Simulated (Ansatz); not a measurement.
## Run report: Mg4H2O5, geometry relaxation (part 3 of 3)

Mg4H2O5 (slab, 11 atoms in the cell); DFT PBE, scalar-relativistic, plane waves, PAW, no spin polarisation (Ansatz 0.2.0); cutoff 420 eV, 9×9×1 k-mesh, Gaussian smearing of 0.05 eV. The structure derives from an entry of the Crystallography Open Database. The input holds or restrains some coordinates.

Geometry of the input (Å; fractional positions):
```
3.0078  0.0000  0.0000
0.0000  3.0078  0.0000
0.0000  0.0000  25.7606
Mg 0.5000  0.5000  0.3300
O  0.0000  0.0000  0.3300
Mg 0.0000  0.0000  0.4125
O  0.5000  0.5000  0.4125
Mg 0.5000  0.5000  0.4953
O  0.0000  0.0000  0.4949
Mg 0.0000  0.0000  0.5767
O  0.5000  0.5000  0.5786
O  0.2500  0.7500  0.6570
H  0.3158  1.0362  0.6718
H  -0.0326  0.6701  0.6718
```

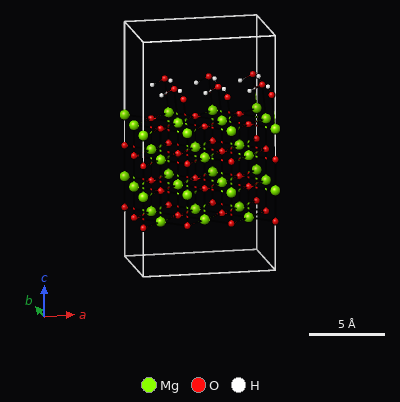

*The geometry at step 11 of the log (ball-and-stick view of the 3 × 2 repeat of the cell, with the vacuum cut short, seen slightly off an axis).*

**Trajectory as extended XYZ, continued**
```
11
Lattice="3.0078 0.0000 0.0000 0.0000 3.0078 0.0000 0.0000 0.0000 25.7606" Properties=species:S:1:pos:R:3:forces:R:3 step=2 energy=-10574.74547
Mg    1.5039    1.5039    8.5000    0.0016  -0.0017   0.4383
O     0.0000    0.0000    8.5000    0.0026  -0.0026  -0.4381
Mg    0.0000    0.0000   10.6269    0.0474  -0.0482  -0.0810
O     1.5039    1.5039   10.6269    0.0599  -0.0610  -0.0958
Mg    1.5330    1.4743   12.7318    0.0577  -0.0584   0.0169
O     0.0290   -0.0295   12.7313    0.0765  -0.0774  -0.0768
Mg    0.0851   -0.0865   14.8226    0.0378  -0.0358  -0.4027
O     1.5961    1.4101   14.8392    0.1849  -0.1823  -0.0967
O     0.6830    2.3238   17.0947   -0.1617   0.0795   0.7818
H     0.8686    3.2238   17.4203   -0.0461   0.3096  -0.0016
H    -0.2177    2.1156   17.4096   -0.2605   0.0781  -0.0443
11
Lattice="3.0078 0.0000 0.0000 0.0000 3.0078 0.0000 0.0000 0.0000 25.7606" Properties=species:S:1:pos:R:3:forces:R:3 step=3 energy=-10574.92704
Mg    1.5039    1.5039    8.5000    0.0032  -0.0032   0.4381
O     0.0000    0.0000    8.5000    0.0050  -0.0050  -0.4376
Mg    0.0000    0.0000   10.6269    0.0916  -0.0912  -0.1402
O     1.5039    1.5039   10.6269    0.1165  -0.1161  -0.1297
Mg    1.5607    1.4473   12.7239    0.0532  -0.0530  -0.0365
O     0.0573   -0.0571   12.7192    0.0629  -0.0625  -0.0157
Mg    0.1349   -0.1343   14.8014    0.0135  -0.0098  -0.2026
O     1.6488    1.3594   14.8222   -0.0181   0.0222   0.2105
O     0.6176    2.3863   17.2636   -1.0440   0.8484   0.6228
H     0.7448    3.3599   17.4381   -0.0700  -0.6387  -0.1413
H    -0.3620    2.2435   17.4170    0.7869   0.1082  -0.1679
11
Lattice="3.0078 0.0000 0.0000 0.0000 3.0078 0.0000 0.0000 0.0000 25.7606" Properties=species:S:1:pos:R:3:forces:R:3 step=4 energy=-10575.03861
Mg    1.5039    1.5039    8.5000    0.0028  -0.0027   0.4378
O     0.0000    0.0000    8.5000    0.0044  -0.0043  -0.4376
Mg    0.0000    0.0000   10.6269    0.0782  -0.0778  -0.1124
O     1.5039    1.5039   10.6269    0.1000  -0.0994  -0.0880
Mg    1.5531    1.4550   12.7330    0.0286  -0.0284   0.0013
O     0.0505   -0.0501   12.7261    0.0179  -0.0178  -0.0145
Mg    0.1036   -0.1029   14.8092    0.0324  -0.0280   0.0149
O     1.6144    1.3938   14.8528    0.0071  -0.0022   0.0262
O     0.4799    2.5182   17.3239   -0.3529   0.2991   0.2567
H     0.6145    3.4815   17.4623   -0.0584  -0.0997  -0.0339
H    -0.4873    2.3765   17.4349    0.1415   0.0596  -0.0505
11
Lattice="3.0078 0.0000 0.0000 0.0000 3.0078 0.0000 0.0000 0.0000 25.7606" Properties=species:S:1:pos:R:3:forces:R:3 step=5 energy=-10575.10877
Mg    1.5039    1.5039    8.5000    0.0029  -0.0028   0.4375
O     0.0000    0.0000    8.5000    0.0046  -0.0044  -0.4375
Mg    0.0000    0.0000   10.6269    0.0826  -0.0797  -0.0757
O     1.5039    1.5039   10.6269    0.1051  -0.1013  -0.0494
Mg    1.5567    1.4530   12.7422    0.0110  -0.0100   0.0214
O     0.0541   -0.0522   12.7359   -0.0059   0.0068  -0.0203
Mg    0.1016   -0.0974   14.8272    0.0236  -0.0187   0.0744
O     1.6098    1.4019   14.8752   -0.0139   0.0173   0.0022
O     0.3492    2.6447   17.3921   -0.0420   0.0192   0.0211
H     0.4746    3.6096   17.4771   -0.0539   0.1032   0.0292
H    -0.6160    2.4969   17.4334   -0.1126   0.0693  -0.0027
11
Lattice="3.0078 0.0000 0.0000 0.0000 3.0078 0.0000 0.0000 0.0000 25.7606" Properties=species:S:1:pos:R:3:forces:R:3 step=6 energy=-10575.15683
Mg    1.5039    1.5039    8.5000    0.0027  -0.0025   0.4372
O     0.0000    0.0000    8.5000    0.0042  -0.0039  -0.4375
Mg    0.0000    0.0000   10.6269    0.0758  -0.0696  -0.0361
O     1.5039    1.5039   10.6269    0.0961  -0.0882  -0.0029
Mg    1.5533    1.4586   12.7539   -0.0018   0.0033   0.0165
O     0.0503   -0.0462   12.7467   -0.0180   0.0189  -0.0062
Mg    0.0900   -0.0814   14.8494    0.0144  -0.0068   0.0813
O     1.5950    1.4211   14.8994   -0.0143   0.0150  -0.0319
O     0.2096    2.7632   17.4061    0.0207  -0.0500  -0.0155
H     0.3454    3.7250   17.5038   -0.0855   0.1309   0.0243
H    -0.7585    2.6288   17.4114   -0.0943   0.0529  -0.0291
11
Lattice="3.0078 0.0000 0.0000 0.0000 3.0078 0.0000 0.0000 0.0000 25.7606" Properties=species:S:1:pos:R:3:forces:R:3 step=7 energy=-10575.19300
Mg    1.5039    1.5039    8.5000    0.0022  -0.0018   0.4371
O     0.0000    0.0000    8.5000    0.0035  -0.0028  -0.4376
Mg    0.0000    0.0000   10.6269    0.0625  -0.0505  -0.0016
O     1.5039    1.5039   10.6269    0.0787  -0.0636   0.0324
Mg    1.5453    1.4704   12.7631   -0.0041   0.0070   0.0075
O     0.0415   -0.0336   12.7562   -0.0121   0.0142  -0.0007
Mg    0.0767   -0.0602   14.8696    0.0134   0.0164   0.0249
O     1.5785    1.4450   14.9155   -0.0084   0.0249  -0.0173
O     0.0858    2.8726   17.3946   -0.0916  -0.0308  -0.0296
H     0.1883    3.8362   17.5307   -0.0741  -0.0149   0.0275
H    -0.8809    2.7167   17.3262    0.0302   0.1018  -0.0425
11
Lattice="3.0078 0.0000 0.0000 0.0000 3.0078 0.0000 0.0000 0.0000 25.7606" Properties=species:S:1:pos:R:3:forces:R:3 step=8 energy=-10575.21965
Mg    1.5039    1.5039    8.5000    0.0019  -0.0009   0.4371
O     0.0000    0.0000    8.5000    0.0029  -0.0014  -0.4377
Mg    0.0000    0.0000   10.6269    0.0523  -0.0247   0.0138
O     1.5039    1.5039   10.6269    0.0656  -0.0308   0.0475
Mg    1.5389    1.4872   12.7672   -0.0038   0.0082  -0.0015
O     0.0345   -0.0162   12.7603   -0.0047   0.0073   0.0025
Mg    0.0680   -0.0301   14.8783    0.0034   0.0198  -0.0160
O     1.5673    1.4776   14.9215   -0.0222   0.0067  -0.0109
O    -0.0433    2.9168   17.3698   -0.2277   0.0148  -0.0482
H     0.0702    3.8702   17.5715   -0.1470  -0.0894   0.0127
H    -1.0089    2.7941   17.2004    0.2807   0.0900   0.0008
11
Lattice="3.0078 0.0000 0.0000 0.0000 3.0078 0.0000 0.0000 0.0000 25.7606" Properties=species:S:1:pos:R:3:forces:R:3 step=9 energy=-10575.23722
Mg    1.5039    1.5039    8.5000    0.0013   0.0001   0.4372
O     0.0000    0.0000    8.5000    0.0020   0.0002  -0.4377
Mg    0.0000    0.0000   10.6269    0.0359   0.0025   0.0120
O     1.5039    1.5039   10.6269    0.0448   0.0036   0.0448
Mg    1.5281    1.5050   12.7663   -0.0054   0.0095  -0.0039
O     0.0234    0.0020   12.7593   -0.0038   0.0034  -0.0008
Mg    0.0490    0.0029   14.8754    0.0048   0.0318  -0.0042
O     1.5446    1.5116   14.9193   -0.0113   0.0109  -0.0307
O    -0.1606    2.9542   17.3328   -0.3084   0.1216  -0.0077
H    -0.1128    3.8953   17.6267   -0.1278  -0.3513  -0.1311
H    -1.1044    2.8020   17.0641    0.3694   0.1679   0.1223
11
Lattice="3.0078 0.0000 0.0000 0.0000 3.0078 0.0000 0.0000 0.0000 25.7606" Properties=species:S:1:pos:R:3:forces:R:3 step=10 energy=-10575.24569
Mg    1.5039    1.5039    8.5000    0.0005   0.0007   0.4372
O     0.0000    0.0000    8.5000    0.0008   0.0010  -0.4376
Mg    0.0000    0.0000   10.6269    0.0146   0.0180   0.0007
O     1.5039    1.5039   10.6269    0.0180   0.0231   0.0301
Mg    1.5141    1.5154   12.7621   -0.0093   0.0052  -0.0025
O     0.0094    0.0123   12.7557   -0.0083  -0.0012  -0.0014
Mg    0.0212    0.0204   14.8690   -0.0306   0.0119  -0.0072
O     1.5157    1.5300   14.9104   -0.0447  -0.0273  -0.0221
O    -0.3207    2.9008   17.3140   -0.2071   0.0332  -0.0908
H    -0.2733    3.8318   17.6222   -0.1011  -0.1172  -0.0331
H    -1.2506    2.7779   16.9911    0.3688   0.0525   0.1269
11
Lattice="3.0078 0.0000 0.0000 0.0000 3.0078 0.0000 0.0000 0.0000 25.7606" Properties=species:S:1:pos:R:3:forces:R:3 step=11 energy=-10575.25779
Mg    1.5039    1.5039    8.5000    0.0001   0.0007   0.4372
O     0.0000    0.0000    8.5000    0.0002   0.0010  -0.4376
Mg    0.0000    0.0000   10.6269    0.0040   0.0184  -0.0073
O     1.5039    1.5039   10.6269    0.0045   0.0230   0.0224
Mg    1.5070    1.5162   12.7599   -0.0080  -0.0059  -0.0130
O     0.0022    0.0120   12.7533   -0.0036  -0.0038  -0.0172
Mg    0.0079    0.0182   14.8601    0.0182   0.0195   0.0355
O     1.5031    1.5243   14.9029   -0.0181  -0.0059  -0.0216
O    -0.3082    2.7932   17.2674    0.0556  -0.1207  -0.0265
H    -0.3552    3.6997   17.6244   -0.0179   0.0943   0.0420
H    -1.2094    2.5980   16.9229   -0.0344  -0.0186  -0.0138
11
Lattice="3.0078 0.0000 0.0000 0.0000 3.0078 0.0000 0.0000 0.0000 25.7606" Properties=species:S:1:pos:R:3:forces:R:3 step=12 energy=-10575.26456
Mg    1.5039    1.5039    8.5000   -0.0001   0.0006   0.4373
O     0.0000    0.0000    8.5000   -0.0002   0.0009  -0.4376
Mg    0.0000    0.0000   10.6269   -0.0029   0.0160  -0.0226
O     1.5039    1.5039   10.6269   -0.0040   0.0197   0.0079
Mg    1.5023    1.5148   12.7560   -0.0004  -0.0083  -0.0062
O    -0.0022    0.0101   12.7488    0.0005  -0.0020   0.0244
Mg    0.0035    0.0168   14.8605    0.0194   0.0115   0.0260
O     1.4962    1.5196   14.8990   -0.0074  -0.0165  -0.0096
O    -0.3157    2.6606   17.2362    0.0096   0.2110   0.1664
H    -0.4382    3.5430   17.6487    0.0316  -0.2051  -0.1028
H    -1.1959    2.4115   16.8672   -0.0460  -0.0273  -0.0832
11
Lattice="3.0078 0.0000 0.0000 0.0000 3.0078 0.0000 0.0000 0.0000 25.7606" Properties=species:S:1:pos:R:3:forces:R:3 step=13 energy=-10575.27047
Mg    1.5039    1.5039    8.5000   -0.0002   0.0002   0.4373
O     0.0000    0.0000    8.5000   -0.0004   0.0003  -0.4375
Mg    0.0000    0.0000   10.6269   -0.0063   0.0053  -0.0125
O     1.5039    1.5039   10.6269   -0.0080   0.0062   0.0086
Mg    1.4998    1.5078   12.7562    0.0060  -0.0063   0.0057
O    -0.0043    0.0030   12.7514    0.0026  -0.0010   0.0053
Mg    0.0035    0.0065   14.8658    0.0141   0.0040   0.0466
O     1.4925    1.5042   14.8976   -0.0035  -0.0061   0.0044
O    -0.3443    2.5406   17.2152   -0.2124   0.3870   0.1445
H    -0.5534    3.3995   17.6530    0.0984  -0.4259  -0.2007
H    -1.1850    2.2426   16.7749    0.1096   0.0365  -0.0015
11
Lattice="3.0078 0.0000 0.0000 0.0000 3.0078 0.0000 0.0000 0.0000 25.7606" Properties=species:S:1:pos:R:3:forces:R:3 step=14 energy=-10575.27664
Mg    1.5039    1.5039    8.5000   -0.0002  -0.0001   0.4372
O     0.0000    0.0000    8.5000   -0.0004  -0.0001  -0.4375
Mg    0.0000    0.0000   10.6269   -0.0069  -0.0016  -0.0052
O     1.5039    1.5039   10.6269   -0.0087  -0.0022   0.0152
Mg    1.4994    1.5032   12.7580    0.0063  -0.0009  -0.0029
O    -0.0046   -0.0013   12.7536   -0.0002   0.0011   0.0140
Mg    0.0043    0.0018   14.8729    0.0151   0.0012   0.0210
O     1.4894    1.4958   14.8984   -0.0063  -0.0134  -0.0112
O    -0.3651    2.4757   17.1719   -0.2244   0.3592   0.1164
H    -0.6239    3.3087   17.6273    0.0986  -0.3546  -0.1709
H    -1.1781    2.1551   16.6871    0.1275   0.0125   0.0239
11
Lattice="3.0078 0.0000 0.0000 0.0000 3.0078 0.0000 0.0000 0.0000 25.7606" Properties=species:S:1:pos:R:3:forces:R:3 step=15 energy=-10575.28047
Mg    1.5039    1.5039    8.5000    0.0000  -0.0001   0.4372
O     0.0000    0.0000    8.5000    0.0000  -0.0001  -0.4374
Mg    0.0000    0.0000   10.6269    0.0010  -0.0017  -0.0050
O     1.5039    1.5039   10.6269    0.0010  -0.0023   0.0020
Mg    1.5048    1.5029   12.7545    0.0038   0.0033   0.0084
O     0.0004   -0.0012   12.7531   -0.0020  -0.0018  -0.0116
Mg    0.0162    0.0056   14.8723   -0.0158  -0.0077   0.0454
O     1.4962    1.4936   14.8882   -0.0367  -0.0270   0.0149
O    -0.4082    2.4761   17.1185   -0.3056   0.1930  -0.0078
H    -0.7827    3.2657   17.5662    0.1178  -0.3673  -0.1308
H    -1.1605    2.0558   16.5913    0.2370   0.2122   0.0847
11
Lattice="3.0078 0.0000 0.0000 0.0000 3.0078 0.0000 0.0000 0.0000 25.7606" Properties=species:S:1:pos:R:3:forces:R:3 step=16 energy=-10575.28110
Mg    1.5039    1.5039    8.5000   -0.0001   0.0002   0.4373
O     0.0000    0.0000    8.5000   -0.0002   0.0003  -0.4375
Mg    0.0000    0.0000   10.6269   -0.0024   0.0053  -0.0056
O     1.5039    1.5039   10.6269   -0.0036   0.0065  -0.0009
Mg    1.5029    1.5075   12.7537    0.0006   0.0052  -0.0079
O    -0.0022    0.0034   12.7528   -0.0004  -0.0019  -0.0037
Mg    0.0124    0.0173   14.8746    0.0223   0.0175  -0.0322
O     1.4877    1.4993   14.8816    0.0300   0.0273   0.0672
O    -0.3866    2.4716   17.0843   -0.3463   0.3053   0.1558
H    -0.7988    3.1992   17.6031    0.1897  -0.3684  -0.3555
H    -1.1220    2.0635   16.5203    0.1098   0.0037   0.1836
11
Lattice="3.0078 0.0000 0.0000 0.0000 3.0078 0.0000 0.0000 0.0000 25.7606" Properties=species:S:1:pos:R:3:forces:R:3 step=17 energy=-10575.28781
Mg    1.5039    1.5039    8.5000    0.0000   0.0001   0.4370
O     0.0000    0.0000    8.5000    0.0000   0.0002  -0.4376
Mg    0.0000    0.0000   10.6269    0.0010   0.0034  -0.0017
O     1.5039    1.5039   10.6269    0.0007   0.0039   0.0100
Mg    1.5051    1.5065   12.7564    0.0007   0.0003   0.0009
O     0.0001    0.0019   12.7543    0.0003  -0.0027   0.0107
Mg    0.0161    0.0136   14.8785    0.0135   0.0073   0.0039
O     1.4936    1.4962   14.8921   -0.0032  -0.0021  -0.0164
O    -0.3927    2.4797   17.0890   -0.0863   0.1148   0.0813
H    -0.8177    3.2093   17.5792    0.0605  -0.1521  -0.1122
H    -1.1163    2.0410   16.5432    0.0136   0.0263   0.0231
11
Lattice="3.0078 0.0000 0.0000 0.0000 3.0078 0.0000 0.0000 0.0000 25.7606" Properties=species:S:1:pos:R:3:forces:R:3 step=18 energy=-10575.28761 accepted=F
Mg    1.5039    1.5039    8.5000    0.0001   0.0002   0.4371
O     0.0000    0.0000    8.5000    0.0001   0.0002  -0.4374
Mg    0.0000    0.0000   10.6269    0.0022   0.0047   0.0010
O     1.5039    1.5039   10.6269    0.0021   0.0056   0.0069
Mg    1.5060    1.5073   12.7557   -0.0003   0.0018   0.0035
O     0.0007    0.0027   12.7549    0.0012  -0.0012   0.0072
Mg    0.0185    0.0175   14.8817    0.0075  -0.0018  -0.0591
O     1.4945    1.4980   14.8889   -0.0004   0.0007   0.0402
O    -0.3887    2.4820   17.0828   -0.1949   0.0632   0.0283
H    -0.8453    3.1938   17.5666    0.0920  -0.0466  -0.0140
H    -1.1089    2.0343   16.5367    0.0907  -0.0266  -0.0137
11
Lattice="3.0078 0.0000 0.0000 0.0000 3.0078 0.0000 0.0000 0.0000 25.7606" Properties=species:S:1:pos:R:3:forces:R:3 step=19 energy=-10575.28849
Mg    1.5039    1.5039    8.5000    0.0001   0.0001   0.4372
O     0.0000    0.0000    8.5000    0.0001   0.0002  -0.4375
Mg    0.0000    0.0000   10.6269    0.0023   0.0031  -0.0001
O     1.5039    1.5039   10.6269    0.0024   0.0034   0.0079
Mg    1.5059    1.5063   12.7560    0.0008   0.0003  -0.0024
O     0.0009    0.0016   12.7546   -0.0004  -0.0013  -0.0082
Mg    0.0181    0.0140   14.8758    0.0058   0.0025   0.0127
O     1.4948    1.4959   14.8885   -0.0029  -0.0003   0.0012
O    -0.3961    2.4776   17.0891   -0.0130  -0.0108  -0.0227
H    -0.8301    3.2001   17.5733   -0.0082   0.0075   0.0071
H    -1.1150    2.0378   16.5393    0.0129  -0.0045   0.0049
11
Lattice="3.0078 0.0000 0.0000 0.0000 3.0078 0.0000 0.0000 0.0000 25.7606" Properties=species:S:1:pos:R:3:forces:R:3 step=20 energy=-10575.28875
Mg    1.5039    1.5039    8.5000    0.0001   0.0001   0.4372
O     0.0000    0.0000    8.5000    0.0001   0.0001  -0.4375
Mg    0.0000    0.0000   10.6269    0.0019   0.0021  -0.0048
O     1.5039    1.5039   10.6269    0.0018   0.0022   0.0025
Mg    1.5057    1.5057   12.7545    0.0002   0.0003   0.0011
O     0.0006    0.0009   12.7532   -0.0006  -0.0011   0.0033
Mg    0.0179    0.0136   14.8760    0.0027   0.0005  -0.0011
O     1.4936    1.4942   14.8869   -0.0028  -0.0014   0.0027
O    -0.4015    2.4758   17.0815   -0.0146   0.0027  -0.0003
H    -0.8515    3.1878   17.5668    0.0026  -0.0004   0.0048
H    -1.1122    2.0250   16.5288    0.0087  -0.0047  -0.0078
```

**Summary**

| quantity | value |
| --- | --- |
| outcome | converged under the restraints of the input |
| electrons treated | 72 |
| free energy | −10575.2888 eV |
| work function, top face | 3.50 eV |
| work function, bottom face | 3.19 eV |
| Fermi energy | 1.393 eV |
| gap on the k-point mesh | 3.36 eV |
| final volume | 233.06 Å³ |
| work function (upper face) | 3.50 eV |
| largest force (length of the vector) at the end, held atoms and coordinates included | 0.437 eV/Å |
| hardware | 4 threads of Intel Xeon (Sapphire Rapids), 64 GiB of memory available, shared host |
| wall time | 5.1 min (CPU time 16 min) |
| peak memory | 0.77 GiB |

**Notes**

Warnings of the run: the exchange-correlation potential is rough where the density is thin.
